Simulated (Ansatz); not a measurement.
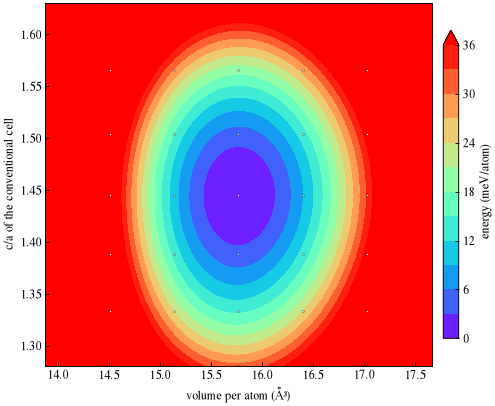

TiAl (P4/mmm, No. 123; 2 atoms in the cell). 
- The energy is mapped over volume and the cell's shape.
- First axis: volume per atom. Second axis: c/a of the conventional cell.
- Nothing is relaxed (symmetry fixes all fractional coordinates).
- The grid has 7 × 7 points.
- Points are written as (first, second).
- Energies: meV/atom, counted from the lowest grid point.
- Level of theory: DFT PBEsol, scalar-relativistic, plane waves, PAW in Ansatz. Settings: cutoff 520 eV, k-mesh 18×18×12 in the order of the run's cell vectors, gaussian smearing 0.15 eV, no spin polarisation.

The picture shows filled contours, dots at the grid points, one colour for all values above the top of the scale. Between grid points the surface is interpolated.

Where is the minimum, and how stiff is the well along each coordinate?

The interpolated minimum is at volume per atom ≈ 15.77 Å³, c/a of the conventional cell ≈ 1.445. The curvatures there are about 0.095 eV/(Å³)² and 5.4 eV, with a cross term of about 0 eV/Å³ (per cell of 2 atoms). Round the minimum the two coordinates are nearly uncoupled.

PAW datasets: the set soft_1.
